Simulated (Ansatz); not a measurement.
**Al3Ga5N8: density, localisation and related maps**

```
CELL_PARAMETERS angstrom
9.46328 5.46363 0.00319
3.15500 -5.46461 0.00000
-0.00129 -0.00075 -5.11870
ATOMIC_POSITIONS crystal
Al 0.08404 0.25121 0.00217
Al 0.58404 0.75121 0.00217
Al 0.08404 0.74879 0.00217
Al 0.58404 0.24879 0.00217
Ga 0.33306 0.00000 0.00149
Ga 0.83306 0.50000 0.00149
Ga 0.33224 0.50000 0.00118
Ga 0.83224 0.00000 0.00118
Al 0.16581 0.50000 0.50170
Al 0.66581 0.00000 0.50170
Ga 0.16554 0.00000 0.50093
Ga 0.66554 0.50000 0.50093
Ga 0.41767 0.25044 0.50105
Ga 0.91767 0.75044 0.50105
Ga 0.41767 0.74956 0.50105
Ga 0.91767 0.24956 0.50105
N 0.08540 0.25521 0.63030
N 0.58540 0.75521 0.63030
N 0.08540 0.74479 0.63030
N 0.58540 0.24479 0.63030
N 0.33311 0.00000 0.62142
N 0.83311 0.50000 0.62142
N 0.32980 0.50000 0.61931
N 0.82980 0.00000 0.61931
N 0.16304 0.50000 0.12884
N 0.66304 0.00000 0.12884
N 0.16297 0.00000 0.11800
N 0.66297 0.50000 0.11800
N 0.42012 0.25043 0.12003
N 0.92012 0.75043 0.12003
N 0.42012 0.74957 0.12003
N 0.92012 0.24957 0.12003
```

Space group Cm; a generated structure, not necessarily the stable one.

Method: Ansatz, DFT PBEsol, scalar-relativistic, plane waves, PAW.

In a PAW calculation such maps are meaningful between the atoms, not at the nuclei.

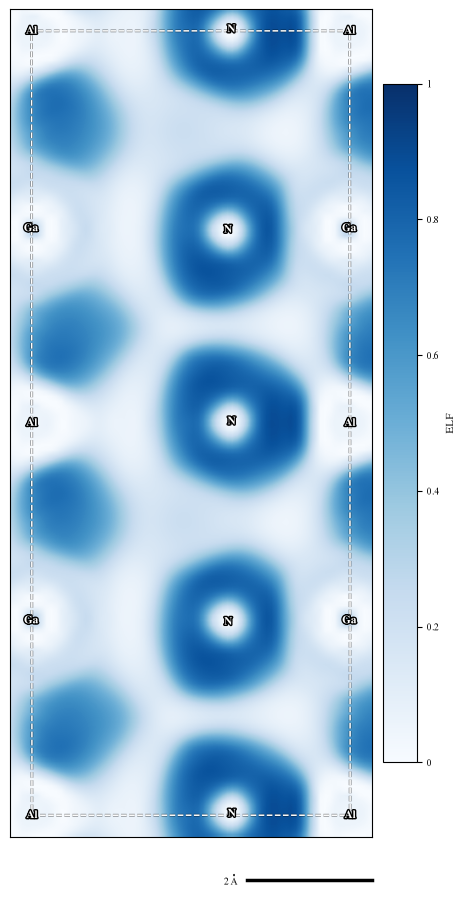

Figure 1. ELF on the (110) plane of the conventional cell.

> What do the fields say about this system?

The plane passes through Al, Ga and N nuclei. Atoms just off the plane (Al, 0.9 Å away, Ga, 0.9 Å away and N, 0.9 Å away) can leave unmarked features too. Al–N (1.90 Å): the ELF peaks at about 0.90 in the valence shell of N, 0.7 Å from its nucleus, and is about 0.90 at the midpoint. Ga–N (1.95 Å): the ELF peaks at about 0.85 in the valence shell of N, 0.7 Å from its nucleus, and is about 0.50 at the midpoint.

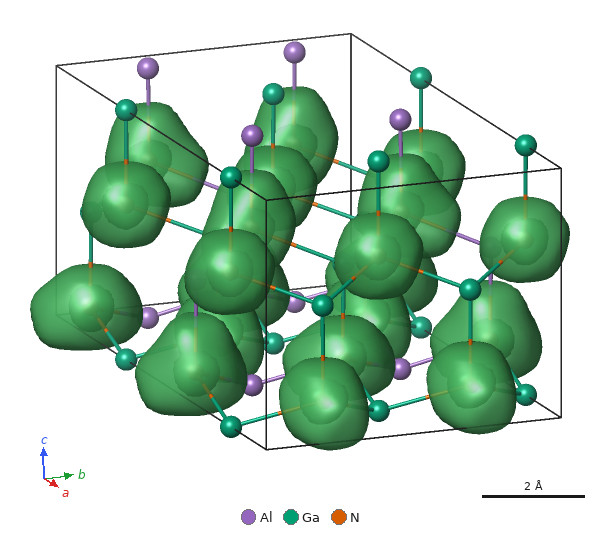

Figure 2. Isosurface of the electron localisation function at 0.7 (green), seen slightly off an axis. Only the valence region is drawn (cores and ρ < 0.01 e/Å³ removed). Sticks mark near contacts.

> What do the ELF domains correspond to?

The surface consists of 14 regions on N in which the atom's valence shell and bonds are merged and two regions wrapped around N (the valence shell of each), counted in one cell of 32 atoms. Regions shared between cells count once.


Al–N (1.89 Å): the ELF peaks at about 0.90 between the atoms (a shared but strongly polarised pair). Ga–N (1.93 Å): the ELF peaks at about 0.85 in the valence shell of N, 0.7 Å from its nucleus, and is about 0.50 at the midpoint.

> Does the calculation make it a metal, or give it a gap?

It is gapped, with a Kohn–Sham gap of 2.6 eV on the k-point mesh, an upper bound to the gap of this method.
